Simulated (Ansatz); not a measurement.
A series of calculations on Se

### A change

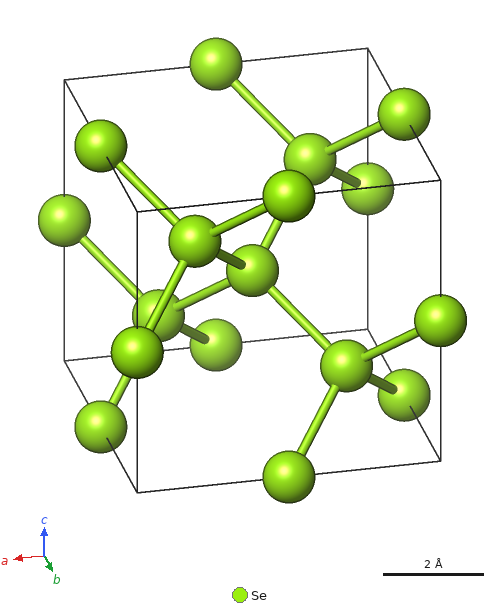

This is a symmetric starting cell of Se. Style: ball-and-stick. Shown: the conventional cell (4 times the calculation's cell), from a free direction. Lengths and directions refer to the drawn axes.

Theory: DFT LDA, scalar-relativistic, plane waves, PAW in Ansatz 0.2.0. (plane-wave cutoff 420 eV; k-point mesh 12 × 12 × 12; occupations gaussian; smearing width 0.1 eV; no spin polarisation)

The variant: All lengths are scaled by +2.6 % (volume +8.0 %), the atoms keeping their fractional coordinates. No relaxation follows. The starting cell wasn't computed here and needn't be at equilibrium, so pressure and forces aren't due to the change alone.

**What is the effect?**

The pressure is −4.3 GPa (not all of it need come from the change, since the unchanged cell can be under pressure at this level too). All forces vanish by symmetry. Near-neighbour distances before and after: Se–Se 2.707 → 2.777 Å. The space group stays Fd-3m (No. 227).

Drawn alike, the variant:

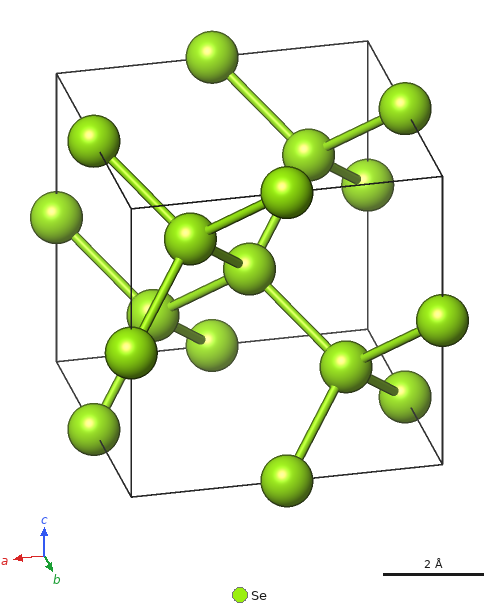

### A change

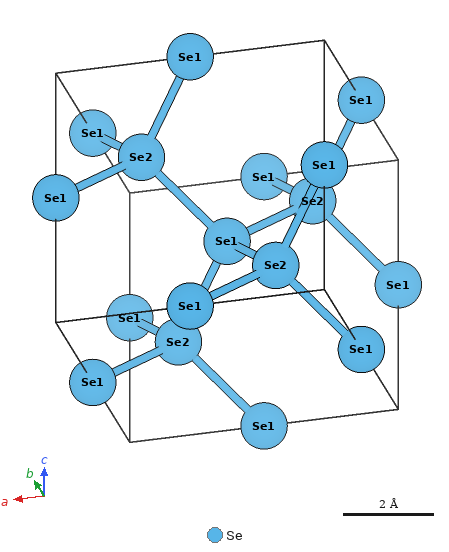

This is a symmetric starting cell of Se. A ball-and-stick model of the conventional cell (4 times the calculation's cell), seen from a free direction. Lengths and directions refer to the drawn axes.

All numbers below come from DFT LDA, scalar-relativistic, plane waves, PAW in Ansatz. (plane-wave cutoff 420 eV; k-point mesh 12 × 12 × 12; occupations gaussian; smearing width 0.1 eV; no spin polarisation)

The variant: All lengths are scaled by +1.5 % (volume +4.6 %), the atoms keeping their fractional coordinates. No relaxation follows. The starting cell wasn't computed here and needn't be at equilibrium, so pressure and forces aren't due to the change alone.

The input:
```yaml
crystal:
  lattice:
    - [0.0, 3.1730126705, 3.1730126705]
    - [3.1730126705, 0.0, 3.1730126705]
    - [3.1730126705, 3.1730126705, 0.0]
  atoms:
    - { symbol: Se, position: [0.5, 0.5, 0.5] }
    - { symbol: Se, position: [0.75, 0.75, 0.75] }
basis:
  ecutwfc: 420
kpoints:
  mp_grid: { grid: [12, 12, 12] }
hamiltonian:
  xc: lda
scf:
  occupations: { method: gaussian, width: 0.1 }
output:
  forces: true
  stress: true
  eigenvalues: true
```

Command:
```bash
ansatz run input.yaml --threads 1 --pin off --max-ram 1331MiB --backend cpu --events-out ev --progress --plain --runs-dir out
```

### What does the calculation give for the changed structure?

The pressure is −3.4 GPa (not all of it need come from the change, since the unchanged cell can be under pressure at this level too). All forces vanish by symmetry. Some distances before and after: Se–Se 2.707 → 2.748 Å. The space group stays Fd-3m (No. 227).

The changed structure in the same view:

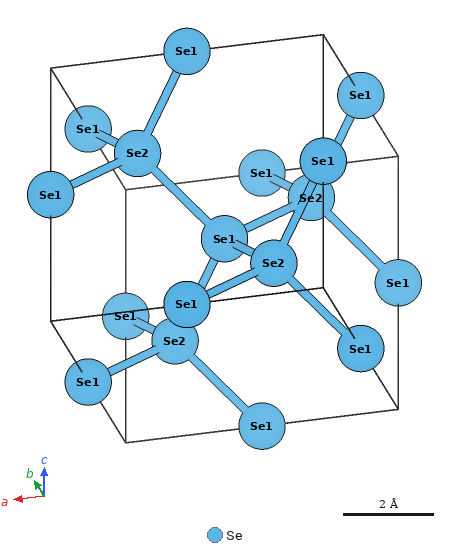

### Distortion

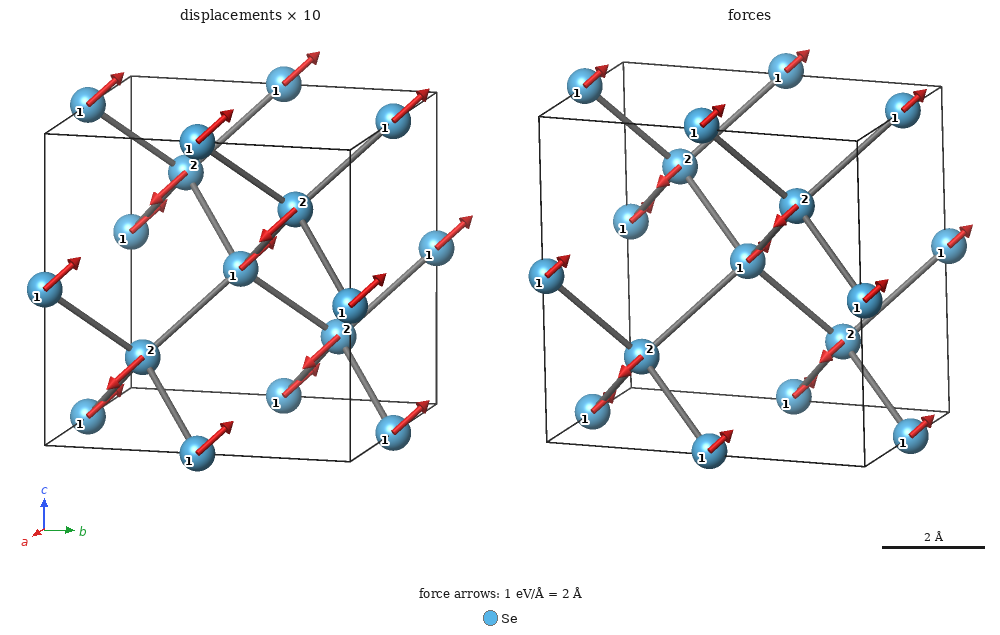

Left: a symmetric starting cell of Se, with red arrows for the displacements applied to it (without the part that the change of the cell carries along). Right: the displaced structure with the computed forces. Besides, the cell is strained by +0.7 % along [1 −1 −1] and +6.7 % across it (volume +14.8 %). The picture is a ball-and-stick view of the conventional cell (4 times the calculation's cell), seen slightly off an axis. Lengths and directions refer to the drawn axes.

Theory: DFT PBE, scalar-relativistic, plane waves, PAW in Ansatz. Set-up: plane-wave cutoff 420 eV; k-point mesh 10 × 12 × 12; occupations gaussian; smearing width 0.1 eV; no spin polarisation.

How do the forces relate to the distortion?

Atoms are displaced by 0.10 Å relative to the cell: Se2 0.10 Å along [1 −1 −1]. No relaxation follows. The starting cell wasn't computed here and needn't be at equilibrium, so pressure and forces aren't due to the change alone. The pressure is −3.4 GPa (not all of it need come from the change, since the unchanged cell can be under pressure at this level too). The principal stresses (compression positive) are 0.4 GPa along [1 −1 −1] and −5.3 GPa across it. The largest forces, 0.33 eV/Å, act on Se1 and Se2; on Se1 it points along [−1 1 1]. The forces point along the displacements, not back (a soft direction, or forces left over where the reference was relaxed at another level) (cosine 1.00). Near-neighbour distances before and after: Se–Se 2.707 → 2.815 to 2.929 Å. The space group (tolerance 0.01 Å) goes from Fd-3m (No. 227) to R-3m (No. 166).
